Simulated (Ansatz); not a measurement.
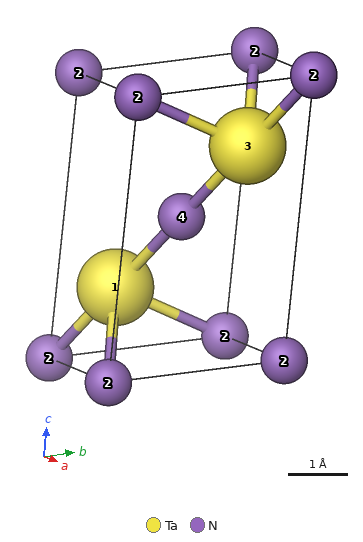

The input geometry (ball-and-stick view of the reduced cell, seen slightly off an axis; atoms are numbered from 1 in the order of the input). Near neighbours in the crystal (not all of them lie inside the picture): Ta has 6 N at 2.18 Å and 12 Ta at 3.08 Å; N has 6 Ta at 2.18 Å.

## Run report: TaN, single-point calculation (part 1 of 2)

TaN (4 atoms in the cell), computed with DFT PBE+U, scalar-relativistic, plane waves, PAW, Ueff = 6 eV on Ta atom 1 d; Ueff = 6 eV on Ta atom 3 d, spin-polarised (Ansatz 0.2.0).

The structure derives from an entry of the Crystallography Open Database. It belongs to a series of runs on one base structure; here: ferrimagnetic site moments held at first, then free. Figures and captions count atoms from 1; the log counts them from 0 in places.

**Log**
```
Warning: output.stress: scf.convergence.dr2_threshold = 1e-7 eV (the SCF's general default) is looser than the 4e-10 eV advised for a printed stress (1e-10 eV for each atom of the cell: 4). What an SCF threshold leaves in a stress goes as its square root, and in the free energy as the threshold itself, and one threshold admits the most on a small cell: of the crystals measured, under no hybrid functional and no lock of the moments, on runs that ended without the residual-converged pass, on stresses that held no estimate of that error, the worst erred by over 100 MPa in a component at 1e-7 eV an atom and by under 5 at 1e-10. Set scf.convergence.dr2_threshold to 4e-10 eV or tighter. The threshold is an SCF's pass mark: one that does not reach it within its budget of iterations ends unconverged, or closes short of it on a stop that the run arms, and scf.convergence.dr2_threshold's page says what that costs each kind of run
Ta: projections on atomic orbitals take those of the free atom [Kr 4d10 4f14] 5s2 5p6 5d3 6s2, of charge +0.00 (hamiltonian.pseudopotentials.projection_atoms); the dataset's partial waves leave at most 6.0e-5 of an orbital's norm unspanned inside its sphere
N: projections on atomic orbitals take those of the free atom [He] 2s2 2p3, of charge +0.00 (hamiltonian.pseudopotentials.projection_atoms); the dataset's partial waves leave at most 9.3e-9 of an orbital's norm unspanned inside its sphere
Engine: ansatz 0.2.0, x86_64-unknown-linux-gnu
Pseudopotentials: kind: paw
Pseudopotential: Ta, paw, valence charge 13, recommended cutoff 420 eV (normal), Ta.paw.azcp
Pseudopotential: N, paw, valence charge 5, recommended cutoff 420 eV (normal), N.paw.azcp
Functional definition: PBE
  parameter kappa = 0.804
  parameter beta = 0.06672455060314922
  exchange = pbe_x(kappa = kappa, mu = beta*pi^2/3)
  correlation = pbe_c(beta = beta)
Crystal: 4 atoms, lattice volume = 41.384 Å³
Basis set: ecut = 420 eV, 821 PW (Γ), exchange–correlation on 48×48×90 points (8 copies of the dense FFT grid, shifted against one another)
Bands: 24, of which v1, the nominal top of the filled ones, is band 18 counted from 1 (17 counted from 0)
Symmetry: 12 space group operations
Space group: R-3m (ITA 166), of the structure as read, at distance tolerance 3.5e-5 Å
Magnetic group: BNS 166.97 (UNI 1327), of the structure as read, at distance tolerance 3.5e-5 Å
k-points: 44 of 343
Non-local potential: Ta, projectors of the file, l = 0: 3, l = 1: 2, l = 2: 2, l = 3: 1
Non-local potential: N, projectors of the file, l = 0: 2, l = 1: 2, l = 2: 1
PAW form: soft (Blöchl's): semilocal exchange-correlation on the pseudo side does not see the compensation charge
PAW one-centre angular grid: Ta, 590 points (default); XC on 64 Gauss nodes
PAW one-centre angular grid: N, 110 points (default); XC on 64 Gauss nodes
Initial density: superposition of atomic densities (chi_scale 0.1, normalization cell, long waves kept (reshape's long-wave potential 0.00 eV rms))
Starting moments: Σ|m| = 2.8 μB on 2 of 4 sites
Initial wavefunctions: pseudopotential atomic-orbital guess
Functional: x = pbe(κ = 0.804, μ = 0.2195149727645171), c = pbe(β = 0.06672455060314922)
SCF iter   1: F=—  HF=-20620.653360 eV  |F-HF|=—  |Δ(HF+E_count)|=         —  Δρ=5.86e-2 (↑5.22e-2 ↓5.86e-2)  dr2=3.06e0  dr2_m=5.54e-1  M=0.582 μB ∫|m|=2.558 μB  β_m=0.30  ethr=3.10e-3  ⟨swp⟩=6.0  Hψ=9336  notcnv=0
preconditioner: auto → Kerker (q_TF=auto, 2.666 Å⁻¹)  [metal: Δε(μ)=0.043 eV  Ē_g=11.555 eV  σ=0.050 eV  W_gap=0.42  n_scr=16 (ndim 8)  ℏωp=25.8 eV  f_vac=0.000  D(μ)=1.15/eV (n_scr^D=2)]
spin=Collinear: Kerker preconditioning applied to the charge; magnetization (m = ρ↑ − ρ↓) channel mixes plain (no charge-response kernel on spin).
SCF iter   2: F=—  HF=-20620.800921 eV  |F-HF|=—  |Δ(HF+E_count)|=   1.48e-1  Δρ=3.75e-2 (↑3.33e-2 ↓3.75e-2)  dr2=1.00e0  dr2_m=2.63e-1  M=0.607 μB ∫|m|=2.820 μB  β_m=0.55  ethr=3.10e-3  ⟨swp⟩=2.4  Hψ=3714  notcnv=0  defer=114
SCF iter   3: F=—  HF=-20621.698775 eV  |F-HF|=—  |Δ(HF+E_count)|=   8.98e-1  Δρ=1.27e-2 (↑1.27e-2 ↓1.06e-2)  dr2=8.85e-2  dr2_m=2.65e-2  M=0.601 μB ∫|m|=3.232 μB  β_m=0.77  ethr=2.78e-3  ⟨swp⟩=2.4  Hψ=3525  notcnv=0  defer=119
SCF iter   4: F=—  HF=-20621.788781 eV  |F-HF|=—  |Δ(HF+E_count)|=   9.00e-2  Δρ=3.43e-3 (↑3.01e-3 ↓3.43e-3)  dr2=5.07e-3  dr2_m=2.58e-3  M=0.487 μB ∫|m|=3.406 μB  β_m=0.89  ethr=2.46e-4  ⟨swp⟩=2.8  Hψ=4746  notcnv=0  defer=120
SCF iter   5: F=—  HF=-20621.791079 eV  |F-HF|=—  |Δ(HF+E_count)|=   2.30e-3  Δρ=2.60e-3 (↑2.60e-3 ↓1.32e-3)  dr2=2.20e-3  dr2_m=9.72e-4  M=0.496 μB ∫|m|=3.460 μB  β_m=0.87  ethr=1.41e-5  ⟨swp⟩=2.2  Hψ=3874  notcnv=0  defer=119
SCF iter   6: F=—  HF=-20621.775027 eV  |F-HF|=—  |Δ(HF+E_count)|=   1.61e-2  Δρ=2.71e-3 (↑2.71e-3 ↓1.46e-3)  dr2=5.12e-3  dr2_m=9.61e-4  M=0.531 μB ∫|m|=3.466 μB  β_m=0.94  ethr=6.12e-6  ⟨swp⟩=2.1  Hψ=3303  notcnv=0  defer=119
SCF iter   7: F=—  HF=-20621.743574 eV  |F-HF|=—  |Δ(HF+E_count)|=   3.15e-2  Δρ=1.99e-3 (↑1.99e-3 ↓7.12e-4)  dr2=1.89e-3  dr2_m=4.34e-4  M=0.528 μB ∫|m|=3.470 μB  β_m=0.97  ethr=6.12e-6  ⟨swp⟩=2.4  Hψ=4190  notcnv=0  defer=122
SCF iter   8: F=—  HF=-20621.769239 eV  |F-HF|=—  |Δ(HF+E_count)|=   2.57e-2  Δρ=1.56e-3 (↑1.56e-3 ↓1.33e-3)  dr2=4.14e-3  dr2_m=3.95e-4  M=0.489 μB ∫|m|=3.457 μB  β_m=0.49  ethr=5.26e-6  ⟨swp⟩=2.0  Hψ=3867  notcnv=0  defer=121
SCF iter   9: F=—  HF=-20621.776266 eV  |F-HF|=—  |Δ(HF+E_count)|=   7.03e-3  Δρ=1.67e-3 (↑1.67e-3 ↓1.47e-3)  dr2=4.60e-3  dr2_m=5.32e-4  M=0.438 μB ∫|m|=3.455 μB  β_m=0.93  ethr=5.26e-6  ⟨swp⟩=2.0  Hψ=3723  notcnv=0  defer=121
SCF iter  10: F=—  HF=-20621.800855 eV  |F-HF|=—  |Δ(HF+E_count)|=   2.46e-2  Δρ=1.92e-3 (↑1.92e-3 ↓1.16e-3)  dr2=4.57e-3  dr2_m=4.90e-4  M=0.494 μB ∫|m|=3.466 μB  β_m=0.77  ethr=5.26e-6  ⟨swp⟩=2.3  Hψ=4062  notcnv=0  defer=119
SCF iter  11: F=—  HF=-20621.797076 eV  |F-HF|=—  |Δ(HF+E_count)|=   3.78e-3  Δρ=1.07e-3 (↑1.07e-3 ↓5.68e-4)  dr2=1.19e-3  dr2_m=1.34e-4  M=0.472 μB ∫|m|=3.465 μB  β_m=0.89  ethr=5.26e-6  ⟨swp⟩=1.9  Hψ=3010  notcnv=0  defer=117
SCF iter  12: F=—  HF=-20621.798555 eV  |F-HF|=—  |Δ(HF+E_count)|=   1.48e-3  Δρ=8.04e-4 (↑8.04e-4 ↓5.07e-4)  dr2=7.46e-4  dr2_m=9.30e-5  M=0.457 μB ∫|m|=3.467 μB  β_m=0.94  ethr=3.30e-6  ⟨swp⟩=1.4  Hψ=2123  notcnv=0  defer=117
SCF iter  13: F=—  HF=-20621.794080 eV  |F-HF|=—  |Δ(HF+E_count)|=   4.47e-3  Δρ=1.70e-4 (↑1.28e-4 ↓1.70e-4)  dr2=3.10e-5  dr2_m=4.56e-6  M=0.432 μB ∫|m|=3.467 μB  β_m=0.97  ethr=2.07e-6  ⟨swp⟩=2.1  Hψ=3075  notcnv=0  defer=117
SCF iter  14: F=—  HF=-20621.826542 eV  |F-HF|=—  |Δ(HF+E_count)|=         —  Δρ=5.54e-3 (↑5.54e-3 ↓1.93e-3)  dr2=1.57e-2  dr2_m=4.87e-3  M=0.355 μB ∫|m|=3.340 μB  β_m=0.97  ethr=8.61e-8  ⟨swp⟩=4.8  Hψ=7031  notcnv=0  defer=119
SCF iter  15: F=—  HF=-20621.910736 eV  |F-HF|=—  |Δ(HF+E_count)|=         —  Δρ=1.45e-2 (↑1.45e-2 ↓4.73e-3)  dr2=1.55e-1  dr2_m=2.97e-2  M=0.184 μB ∫|m|=3.179 μB  β_m=0.97  ethr=8.61e-8  ⟨swp⟩=4.4  Hψ=7008  notcnv=0  defer=125
SCF iter  16: F=—  HF=-20622.070118 eV  |F-HF|=—  |Δ(HF+E_count)|=         —  Δρ=2.19e-2 (↑2.19e-2 ↓7.24e-3)  dr2=3.59e-1  dr2_m=6.81e-2  M=0.091 μB ∫|m|=3.005 μB  β_m=0.97  ethr=8.61e-8  ⟨swp⟩=4.8  Hψ=7151  notcnv=0  defer=126
Mixer restart at iter 16: flushing history
magnetisation lock released at iteration 16: constraint 0 (per_site) let go, since its release ramp ended; its penalty field is off from this iteration on; site 0, the furthest off its target of the 2 held (judged on the first density named): moment +0.865 μB on the last held iteration's output density (held at 0.33 of λ) and +1.067 μB on this iteration's input density, against a target of +2.000 μB
SCF iter  17: F=—  HF=-20622.113470 eV  |F-HF|=—  |Δ(HF+E_count)|=   4.34e-2  Δρ=7.09e-3 (↑7.09e-3 ↓4.94e-3)  dr2=8.92e-2  dr2_m=5.71e-3  M=-0.002 μB ∫|m|=2.854 μB  β_m=0.24  ethr=9.99e-4  ⟨swp⟩=3.1  Hψ=3835  notcnv=0  defer=130
SCF iter  18: F=—  HF=-20622.116691 eV  |F-HF|=—  |Δ(HF+E_count)|=   3.22e-3  Δρ=5.66e-3 (↑5.66e-3 ↓3.76e-3)  dr2=4.41e-2  dr2_m=4.41e-3  M=-0.009 μB ∫|m|=2.824 μB  β_m=0.24  ethr=2.48e-4  ⟨swp⟩=1.9  Hψ=2342  notcnv=0  defer=128
SCF iter  19: F=—  HF=-20622.124914 eV  |F-HF|=—  |Δ(HF+E_count)|=   8.22e-3  Δρ=4.86e-3 (↑4.86e-3 ↓3.11e-3)  dr2=2.24e-2  dr2_m=3.81e-3  M=-0.024 μB ∫|m|=2.789 μB  β_m=0.36  ethr=1.22e-4  ⟨swp⟩=1.3  Hψ=2035  notcnv=0  defer=128
SCF iter  20: F=—  HF=-20622.138958 eV  |F-HF|=—  |Δ(HF+E_count)|=   1.40e-2  Δρ=3.76e-3 (↑3.76e-3 ↓1.87e-3)  dr2=9.55e-3  dr2_m=2.00e-3  M=-0.048 μB ∫|m|=2.727 μB  β_m=0.60  ethr=6.22e-5  ⟨swp⟩=2.3  Hψ=2899  notcnv=0  defer=129
SCF iter  21: F=—  HF=-20622.154357 eV  |F-HF|=—  |Δ(HF+E_count)|=   1.54e-2  Δρ=1.53e-3 (↑1.44e-3 ↓1.53e-3)  dr2=3.59e-3  dr2_m=4.88e-4  M=-0.046 μB ∫|m|=2.615 μB  β_m=0.81  ethr=2.65e-5  ⟨swp⟩=2.6  Hψ=4017  notcnv=0  defer=130
SCF iter  22: F=—  HF=-20622.156449 eV  |F-HF|=—  |Δ(HF+E_count)|=   2.09e-3  Δρ=5.34e-4 (↑5.34e-4 ↓5.32e-4)  dr2=1.49e-4  dr2_m=6.63e-5  M=-0.025 μB ∫|m|=2.599 μB  β_m=0.91  ethr=9.98e-6  ⟨swp⟩=2.6  Hψ=3624  notcnv=0  defer=129
SCF iter  23: F=—  HF=-20622.157688 eV  |F-HF|=—  |Δ(HF+E_count)|=   1.24e-3  Δρ=3.15e-4 (↑2.90e-4 ↓3.15e-4)  dr2=7.67e-5  dr2_m=1.96e-5  M=-0.011 μB ∫|m|=2.585 μB  β_m=0.95  ethr=4.13e-7  ⟨swp⟩=2.3  Hψ=3598  notcnv=0  defer=129
SCF iter  24: F=—  HF=-20622.158363 eV  |F-HF|=—  |Δ(HF+E_count)|=   6.75e-4  Δρ=3.41e-4 (↑2.09e-4 ↓3.41e-4)  dr2=1.52e-4  dr2_m=1.80e-5  M=-0.003 μB ∫|m|=2.579 μB  β_m=0.98  ethr=2.13e-7  ⟨swp⟩=2.6  Hψ=3839  notcnv=0  defer=131
SCF iter  25: F=—  HF=-20622.158465 eV  |F-HF|=—  |Δ(HF+E_count)|=   1.03e-4  Δρ=1.77e-4 (↑1.77e-4 ↓1.37e-4)  dr2=2.28e-5  dr2_m=7.04e-6  M=-0.003 μB ∫|m|=2.586 μB  β_m=0.99  ethr=2.13e-7  ⟨swp⟩=2.1  Hψ=3351  notcnv=0  defer=131
SCF iter  26: F=—  HF=-20622.158507 eV  |F-HF|=—  |Δ(HF+E_count)|=   4.15e-5  Δρ=4.73e-5 (↑3.98e-5 ↓4.73e-5)  dr2=1.90e-6  dr2_m=4.33e-7  M=-0.001 μB ∫|m|=2.586 μB  β_m=0.99  ethr=6.32e-8  ⟨swp⟩=2.1  Hψ=3521  notcnv=0  defer=131
SCF iter  27: F=—  HF=-20622.158512 eV  |F-HF|=—  |Δ(HF+E_count)|=   4.81e-6  Δρ=1.33e-5 (↑1.07e-5 ↓1.33e-5)  dr2=1.62e-7  dr2_m=2.99e-8  M=0.000 μB ∫|m|=2.587 μB  β_m=1.00  ethr=5.29e-9  ⟨swp⟩=2.2  Hψ=3585  notcnv=0  defer=131
iter 28 did not close the SCF: its close was put off for a magnetic moment that had not settled (scf_convergence_deferred on its scf_iter line)
SCF iter  28: F=-20622.158512 eV  HF=-20622.158512 eV  |F-HF|=3.35e-8  |Δ(HF+E_count)|=   3.07e-7  Δρ=5.38e-6 (↑4.34e-6 ↓5.38e-6)  dr2=9.83e-9  dr2_m=4.39e-9  M=0.000 μB ∫|m|=2.588 μB  β_m=1.00  ethr=2.78e-10  ⟨swp⟩=10.4  Hψ=9218  notcnv=0
iter 29 did not close the SCF: its close was put off for a magnetic moment that had not settled (scf_convergence_deferred on its scf_iter line)
SCF iter  29: F=-20622.158512 eV  HF=-20622.158512 eV  |F-HF|=1.06e-8  |Δ(HF+E_count)|=   1.25e-7  Δρ=3.50e-6 (↑3.19e-6 ↓3.50e-6)  dr2=5.53e-9  dr2_m=2.54e-9  M=-0.000 μB ∫|m|=2.588 μB  β_m=1.00  ethr=2.73e-11  ⟨swp⟩=1.9  Hψ=7179  notcnv=0
SCF iter  30: F=-20622.158512 eV  HF=-20622.158512 eV  |F-HF|=6.18e-10  |Δ(HF+E_count)|=   4.66e-8  Δρ=1.89e-6 (↑1.89e-6 ↓1.14e-6)  dr2=2.03e-9  dr2_m=2.23e-10  M=-0.000 μB ∫|m|=2.588 μB  ethr=1.54e-11  ⟨swp⟩=1.8  Hψ=6423  notcnv=0
SCF 1 converged in 30 iterations: F = -20622.158512 eV  dr2 = 2.03e-9
  greatest PAW one-centre occupation: 0.999 electrons in one spin orbital (limit 2), on the Ta atom at site 0 (counted from 0), in its partial waves of l = 0
```
